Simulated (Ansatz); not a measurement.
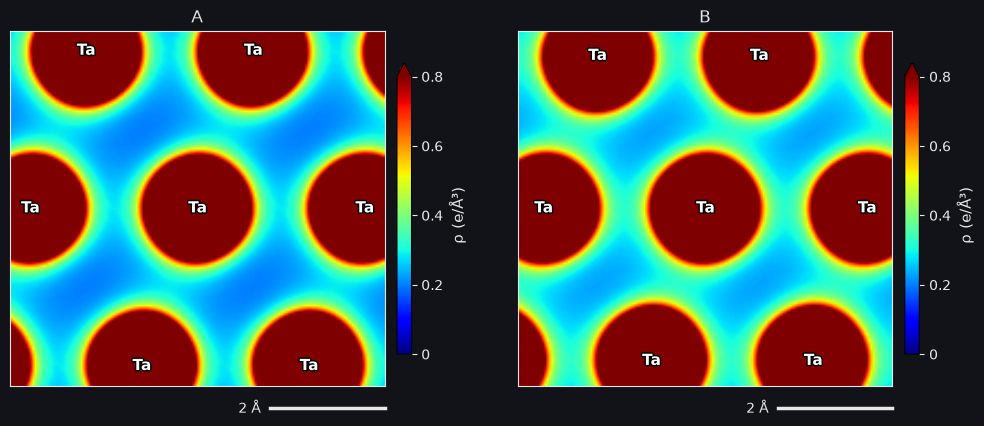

Ta. The valence charge density (pseudo) of two cells that differ in size, on the (11̄0) plane of each (indices in the axes of the calculation cell), at one length scale and on one colour scale: A has 19.1 Å³ an atom and B 17.3.

Theory: Ansatz 0.2.0, Kohn-Sham DFT of a periodic cell, LDA, Ansatz PAW.

Core electrons are frozen (PAW), and the valence fields are smoothed inside the atomic spheres.

The larger cell:

```cif
data_structure
_symmetry_space_group_name_H-M 'P 1'
_symmetry_Int_Tables_number 1
_cell_length_a 2.9162
_cell_length_b 2.9162
_cell_length_c 2.9162
_cell_angle_alpha 109.471
_cell_angle_beta 109.471
_cell_angle_gamma 109.471
_cell_volume 19.09
loop_
_atom_site_label
_atom_site_type_symbol
_atom_site_fract_x
_atom_site_fract_y
_atom_site_fract_z
_atom_site_occupancy
Ta1 Ta 0.00000 0.00000 0.00000 1
```

The smaller cell: a = 2.821 Å, b = 2.821 Å, c = 2.821 Å, α = 109.47°, β = 109.47°, γ = 109.47°.

Question: What changes from the larger cell to the smaller?

Answer: From the larger cell to the smaller, Ta–Ta goes from 2.92 to 2.82 Å, and the density at its midpoint from 0.28 to 0.33 e/Å³; the pressure goes from −19 to −1.0 GPa.
